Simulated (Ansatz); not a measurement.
**Two runs on HfSi₁₅**

System: HfSi₁₅ (defect cell, 16 atoms in the cell, total charge −1).
Method of the first run: DFT PBE, scalar-relativistic, plane waves, PAW, spin-polarised (Ansatz 0.2.0).

The structure derives from a Materials Project entry. Text and figures count atoms from 1; the logs count them from 0 in places.

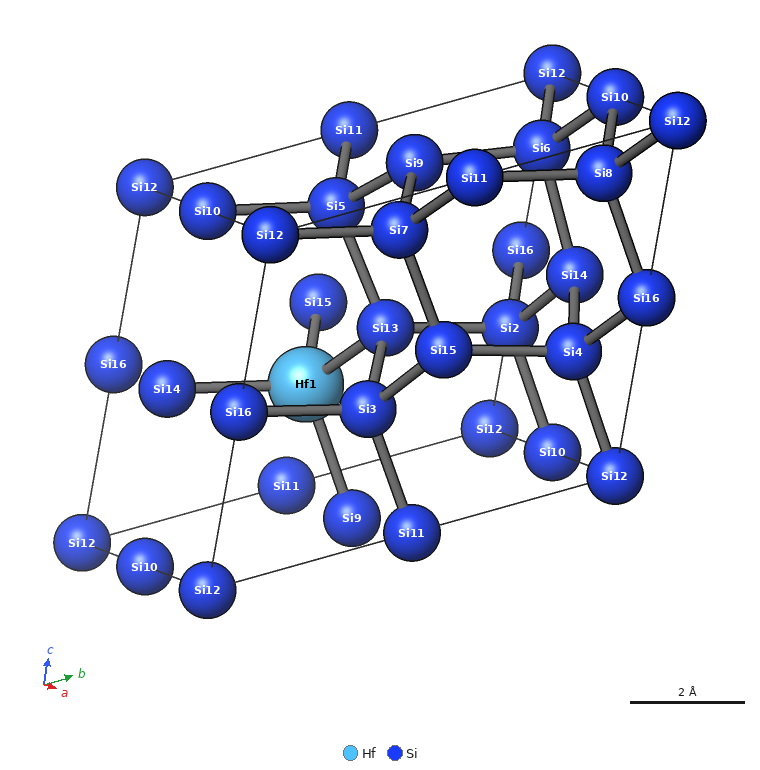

The starting structure (ball-and-stick view of the cell of the calculation, seen slightly off an axis; atoms are numbered from 1 in the order of the input). An atom can appear more than once, as a periodic image.

**The input, the first run**
```yaml
crystal:
  lattice:
    - [0.0, 5.4700936587, -5.4700936587]
    - [5.4700936587, 5.4700936587, 0.0]
    - [5.4700936587, 0.0, -5.4700936587]
  atoms:
    - { symbol: Hf, position: [0.375, 0.375, 0.375], spin: 0.2 }
    - { symbol: Si, position: [0.372833788, 0.877166212, 0.372833788] }
    - { symbol: Si, position: [0.877166212, 0.372833788, 0.372833788] }
    - { symbol: Si, position: [0.877166212, 0.877166212, 0.372833788] }
    - { symbol: Si, position: [0.372833788, 0.372833788, 0.877166212] }
    - { symbol: Si, position: [0.372833788, 0.877166212, 0.877166212] }
    - { symbol: Si, position: [0.877166212, 0.372833788, 0.877166212] }
    - { symbol: Si, position: [0.875, 0.875, 0.875] }
    - { symbol: Si, position: [0.5089426083, 0.5089426083, -0.0268278248], spin: 0.2 }
    - { symbol: Si, position: [0.5012312556, -0.0004104185, -0.0004104185] }
    - { symbol: Si, position: [0.9995895815, 0.5012312556, -0.0004104185] }
    - { symbol: Si, position: [0.9995895815, -0.0004104185, -0.0004104185] }
    - { symbol: Si, position: [0.5089426083, 0.5089426083, 0.5089426083], spin: 0.2 }
    - { symbol: Si, position: [0.5089426083, -0.0268278248, 0.5089426083], spin: 0.2 }
    - { symbol: Si, position: [0.9731721752, 0.5089426083, 0.5089426083], spin: 0.2 }
    - { symbol: Si, position: [0.9995895815, -0.0004104185, 0.5012312556] }
  host:
    lattice:
      - [0.0, 2.7350468294, 2.7350468294]
      - [2.7350468294, 0.0, 2.7350468294]
      - [2.7350468294, 2.7350468294, 0.0]
    atoms:
      - { symbol: Si, position: [0.25, 0.25, 0.25] }
      - { symbol: Si, position: [0.0, 0.0, 0.0] }
total_charge: -1
basis:
  ecutwfc: 420
  xc_grid: 2
kpoints:
  mp_grid: { grid: [2, 2, 2], shift: [0.0, 0.0, 0.0] }
hamiltonian:
  xc: pbe
scf:
  occupations: { method: gaussian, width: 0.01 }
output:
  forces: true
  stress: false
  eigenvalues: true
  populations: true
  charged_corrections:
    defect_position: [0.375, 0.375, 0.375]
    epsilon: [[12.9823, 0.0, 0.0], [0.0, 12.9823, 0.0], [0.0, 0.0, 12.9823]]
  write_density: true
  write_potential: true
  elf: true
  volumetric_format: npy
magnetization:
  spin_polarized: true
relax:
  adjacent_minimum: "off"
  f_tol: 0.025
  max_steps: 45
```

Launched with:
```bash
ansatz run input.yaml --threads 4 --pin off --max-ram 10240MiB --backend cpu --events-out ev --progress --plain --runs-dir out
```

Hardware: 4 threads of Arm Neoverse V1, 24 GiB of memory available, shared host.

**Output, shortened to warnings, some set-up lines, iterations and results (the first run)**
```
Basis set: ecut = 420 eV, 6375 PW (Γ), exchange–correlation on 108×108×108 points (8 copies of the dense FFT grid, shifted against one another)
Symmetry: 24 space group operations
k-points: 3 of 8
Initial density: superposition of atomic densities (chi_scale 0.1, normalization cell, long waves kept (reshape's long-wave potential 0.04 eV rms))
[...]
SCF iter   1: F=—  HF=-25238.300941 eV  |F-HF|=—  |Δ(HF+E_count)|=         —  Δρ=2.35e-2 (↑2.29e-2 ↓2.35e-2)  dr2=6.48e0  dr2_m=1.30e-2  M=0.250 μB ∫|m|=0.278 μB  β_m=0.30  …
SCF iter   2: F=—  HF=-25242.486245 eV  |F-HF|=—  |Δ(HF+E_count)|=    4.19e0  Δρ=1.82e-2 (↑1.75e-2 ↓1.82e-2)  dr2=4.13e0  dr2_m=7.13e-3  M=0.250 μB ∫|m|=0.268 μB  β_m=0.65  …
SCF iter   3: F=—  HF=-25247.335124 eV  |F-HF|=—  |Δ(HF+E_count)|=    4.85e0  Δρ=2.55e-3 (↑2.52e-3 ↓2.55e-3)  dr2=1.65e-1  dr2_m=9.27e-5  M=0.250 μB ∫|m|=0.258 μB  β_m=0.60  …
SCF iter   4: F=—  HF=-25247.249624 eV  |F-HF|=—  |Δ(HF+E_count)|=         —  Δρ=1.98e-3 (↑1.98e-3 ↓1.91e-3)  dr2=5.56e-2  dr2_m=6.78e-5  M=0.250 μB ∫|m|=0.260 μB  β_m=0.60  …
SCF iter   5: F=—  HF=-25247.320602 eV  |F-HF|=—  |Δ(HF+E_count)|=   7.10e-2  Δρ=8.92e-4 (↑8.78e-4 ↓8.92e-4)  dr2=1.40e-2  dr2_m=1.10e-5  M=0.250 μB ∫|m|=0.259 μB  β_m=0.56  …
[... 19 lines ...]
SCF iter   4: F=—  HF=-25247.347394 eV  |F-HF|=—  |Δ(HF+E_count)|=   5.75e-7  Δρ=6.67e-6 (↑6.67e-6 ↓6.63e-6)  dr2=6.32e-7  dr2_m=5.69e-11  M=0.250 μB ∫|m|=0.259 μB  β_m=0.66  …
SCF iter   5: F=—  HF=-25247.347394 eV  |F-HF|=—  |Δ(HF+E_count)|=   8.56e-8  Δρ=1.38e-6 (↑1.38e-6 ↓1.33e-6)  dr2=4.68e-8  dr2_m=4.79e-11  M=0.250 μB ∫|m|=0.259 μB  β_m=0.75  …
SCF iter   6: F=-25247.347395 eV  HF=-25247.347395 eV  |F-HF|=1.59e-8  |Δ(HF+E_count)|=   2.08e-7  Δρ=7.98e-7 (↑7.98e-7 ↓7.55e-7)  dr2=2.57e-8  dr2_m=2.18e-11  M=0.250 μB …
SCF 3 converged in 6 iterations: F = -25247.347395 eV  dr2 = 2.57e-8
relax step   3: F+E_penalty+E_count = -25247.34739455 eV  Δ(F+E_penalty+E_count) = -4.703e-4 eV  max|allowed force component| = 1.420e-3 eV/Å  Δτ_max = 0.0038 Å  (6 SCF …
SCF converged after 6 iterations
Magnetization: 0.2500 μB (43.6250 up, 43.3750 down)
Absolute magnetization: 0.2588 μB (∫|ρ↑−ρ↓|, with the PAW one-centre terms)
Spin contamination: 0.0001 ħ² per cell (⟨S²⟩ above its minimum at these occupations)
Per-site moments (μB) at R_I (Å): [(0.0021766427031375962, 1.04399334619386), (0.004554413868177897, 0.9623438067462052), (0.004554413868177914, 0.9623438067462052), (0.004554413868177974, 0.9623438067462056), (0.0045544138681780245, 0.9623438067462052), (0.0045544138681778345, 0.9623438067462056), …
Free energy (F): -25247.347395 eV
Harris-Foulkes:  -25247.347395 eV  (|F-HF|=1.59e-8)
Internal energy: -25247.346430 eV  (E = F + TS)
E sigma→0 (E₀):  -25247.346912 eV
Entropy (-TS):   -0.000964 eV (-0.060 meV/atom)
Fermi energy:    7.821907 eV
--- Per-component energies (eV) ---
  E_band       = -163.624539
  E_kinetic    = 1050.579813
  E_local      = -9348.451218  (includes V_loc(G=0)·N_el)
  E_nonlocal   = -849.158115
  E_hartree    = 4291.748152
  E_xc         = -1139.001101
  E_vxc        = -981.689273  (∫ρ·V_xc dr)
  E_paw        = -14621.823746  (= ΣΔE_a)
  E_vpaw       = 1381.611111  (= ΣTr[D̂ρ^β])
  E_aug_tail   = 0.000090  (compensation charges beyond the density's cutoff)
  E_ewald      = -4631.240305
  E_smearing   = -0.000964  (= −TS)
  E_closure    = -0.000000  (closes the sum)
  E_deformation_potential = -13.393188  (in the stress; not in F)
  Σ components = -25247.347395   (vs F -25247.347395, Δ=0.00e0)
--- Forces (eV/Å), atoms counted from 1 ---
  atom   1  Hf     0.00000000     0.00000000     0.00000000
  atom   2  Si     0.00000000     0.00000000     0.00142013
  atom   3  Si    -0.00142013    -0.00000000     0.00000000
  atom   4  Si     0.00000000     0.00142013    -0.00000000
  atom   5  Si     0.00000000    -0.00142013    -0.00000000
  atom   6  Si     0.00142013     0.00000000     0.00000000
  atom   7  Si     0.00000000     0.00000000    -0.00142013
  atom   8  Si     0.00000000     0.00000000    -0.00000000
  atom   9  Si     0.00056184    -0.00056184    -0.00056184
  atom  10  Si    -0.00028823     0.00028823    -0.00028823
  atom  11  Si     0.00028823     0.00028823     0.00028823
  atom  12  Si    -0.00028823    -0.00028823     0.00028823
[...]
```

For the second run the input was changed thus:
```diff
-total_charge: -1
+total_charge: 1
```

What does this change do to the results?

The total energies belong to different systems, so their difference says nothing on which is more stable or more accurate. The net moment of the cell goes from 0.25 to 0.50 μB. A charged cell is computed with a uniform neutralising background, so its energy and pressure depend on the cell and aren't those of a real crystal. The SCF takes 26 iterations over all geometry steps against 23.

**Output, shortened to warnings, some set-up lines, iterations and results (the second run)**
```
Basis set: ecut = 420 eV, 6375 PW (Γ), exchange–correlation on 108×108×108 points (8 copies of the dense FFT grid, shifted against one another)
Symmetry: 24 space group operations
k-points: 3 of 8
Initial density: superposition of atomic densities (chi_scale 0.1, normalization cell, long waves kept (reshape's long-wave potential 0.04 eV rms))
[...]
SCF iter   1: F=—  HF=-25258.946475 eV  |F-HF|=—  |Δ(HF+E_count)|=         —  Δρ=3.42e-2 (↑3.42e-2 ↓3.27e-2)  dr2=4.04e1  dr2_m=7.15e-3  M=0.750 μB ∫|m|=0.757 μB  β_m=0.30  …
SCF iter   2: F=—  HF=-25259.234349 eV  |F-HF|=—  |Δ(HF+E_count)|=   2.88e-1  Δρ=2.03e-2 (↑2.03e-2 ↓1.97e-2)  dr2=1.10e1  dr2_m=4.14e-3  M=0.749 μB ∫|m|=0.752 μB  β_m=0.45  …
SCF iter   3: F=—  HF=-25260.764020 eV  |F-HF|=—  |Δ(HF+E_count)|=    1.53e0  Δρ=9.14e-3 (↑8.74e-3 ↓9.14e-3)  dr2=1.24e0  dr2_m=1.60e-3  M=0.500 μB ∫|m|=0.518 μB  β_m=0.52  …
SCF iter   4: F=—  HF=-25261.529031 eV  |F-HF|=—  |Δ(HF+E_count)|=   7.65e-1  Δρ=4.58e-3 (↑4.56e-3 ↓4.58e-3)  dr2=4.60e-1  dr2_m=4.70e-4  M=0.500 μB ∫|m|=0.519 μB  β_m=0.70  …
SCF iter   5: F=—  HF=-25261.696559 eV  |F-HF|=—  |Δ(HF+E_count)|=   1.68e-1  Δρ=9.12e-4 (↑9.12e-4 ↓8.55e-4)  dr2=1.47e-2  dr2_m=1.06e-4  M=0.500 μB ∫|m|=0.520 μB  β_m=0.75  …
[... 24 lines ...]
relax step   3: F+E_penalty+E_count = -25261.81188380 eV  Δ(F+E_penalty+E_count) = -1.200e-2 eV  max|allowed force component| = 9.329e-3 eV/Å  Δτ_max = 0.0226 Å  (7 SCF …
SCF iter   1: F=—  HF=-25261.811884 eV  |F-HF|=—  |Δ(HF+E_count)|=         —  Δρ=1.06e-6 (↑1.02e-6 ↓1.06e-6)  dr2=2.61e-8  dr2_m=1.82e-11  M=0.500 μB ∫|m|=0.520 μB  β_m=0.65  …
SCF iter   2: F=-25261.811884 eV  HF=-25261.811884 eV  |F-HF|=1.99e-8  |Δ(HF+E_count)|=   1.63e-8  Δρ=9.57e-7 (↑9.57e-7 ↓9.35e-7)  dr2=2.62e-8  dr2_m=1.03e-11  M=0.500 μB …
SCF 4 converged in 2 iterations: F = -25261.811884 eV  dr2 = 2.62e-8
relax step   4: F+E_penalty+E_count = -25261.81188380 eV  Δ(F+E_penalty+E_count) = -3.482e-9 eV  max|allowed force component| = 9.333e-3 eV/Å  Δτ_max = 0.0000 Å  (2 SCF …
SCF converged after 2 iterations
Magnetization: 0.5000 μB (42.7500 up, 42.2500 down)
Absolute magnetization: 0.5213 μB (∫|ρ↑−ρ↓|, with the PAW one-centre terms)
Spin contamination: 0.0015 ħ² per cell (⟨S²⟩ above its minimum at these occupations)
Per-site moments (μB) at R_I (Å): [(0.0847996307221869, 1.0670056723127153), (0.0036938030439866293, 0.9651465177287631), (0.003693803043986686, 0.9651465177287631), (0.0036938030439865872, 0.9651465177287629), (0.003693803043986796, 0.9651465177287631), (0.003693803043986688, 0.9651465177287631), …
Free energy (F): -25261.811884 eV
Harris-Foulkes:  -25261.811884 eV  (|F-HF|=1.99e-8)
Internal energy: -25261.809956 eV  (E = F + TS)
E sigma→0 (E₀):  -25261.810920 eV
Entropy (-TS):   -0.001928 eV (-0.121 meV/atom)
Fermi energy:    6.965823 eV
--- Per-component energies (eV) ---
  E_band       = -188.910486
  E_kinetic    = 1022.022379
  E_local      = -9264.234634  (includes V_loc(G=0)·N_el)
  E_nonlocal   = -856.775871
  E_hartree    = 4240.153401
  E_xc         = -1118.602869
  E_vxc        = -955.192441  (∫ρ·V_xc dr)
  E_paw        = -14619.401651  (= ΣΔE_a)
  E_vpaw       = 1384.979719  (= ΣTr[D̂ρ^β])
  E_aug_tail   = 0.000088  (compensation charges beyond the density's cutoff)
  E_ewald      = -4664.970798
  E_smearing   = -0.001928  (= −TS)
  E_closure    = 0.000000  (closes the sum)
  E_deformation_potential = 13.393188  (in the stress; not in F)
  Σ components = -25261.811884   (vs F -25261.811884, Δ=0.00e0)
--- Forces (eV/Å), atoms counted from 1 ---
  atom   1  Hf     0.00000000     0.00000000    -0.00000000
  atom   2  Si     0.00000000     0.00000000    -0.00586315
  atom   3  Si     0.00586315     0.00000000     0.00000000
  atom   4  Si     0.00000000    -0.00586315     0.00000000
  atom   5  Si     0.00000000     0.00586315    -0.00000000
  atom   6  Si    -0.00586315     0.00000000     0.00000000
  atom   7  Si     0.00000000     0.00000000     0.00586315
  atom   8  Si     0.00000000     0.00000000     0.00000000
  atom   9  Si    -0.00933292     0.00933292     0.00933292
  atom  10  Si     0.00851481    -0.00851481     0.00851481
  atom  11  Si    -0.00851481    -0.00851481    -0.00851481
  atom  12  Si     0.00851481     0.00851481    -0.00851481
[...]
```

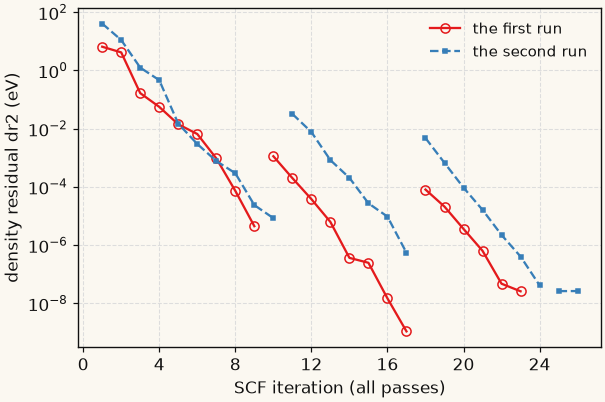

Convergence of the two runs: density residual dr2 against the SCF iteration. A break in a curve parts two SCF passes. The first run takes 23 iterations in all, and the second run takes 26.

**The two runs side by side**

| quantity | the first run | the second run |
| --- | --- | --- |
| outcome | converged | converged |
| free energy per atom (eV) | −1577.9592 | −1578.8632 |
| gap on the mesh (eV) | 0.00 | 0.00 |
| net moment of the cell (μB) | 0.25 | 0.50 |
| absolute moment of the cell (μB) | 0.26 | 0.52 |
| largest force (eV/Å) | 0.001 | 0.016 |
| SCF iterations | 23 | 26 |
| irreducible k-points | 3 | 3 |
| wall time (shared host) | 9.5 s | 11 s |

For both runs: The cell is charged and computed with a neutralising background, so its energy and pressure depend on the cell and aren't those of a real crystal. Spin–orbit coupling is left out, which matters for Hf. The k-point mesh is coarse for a cell of this size, so the results may not be converged.
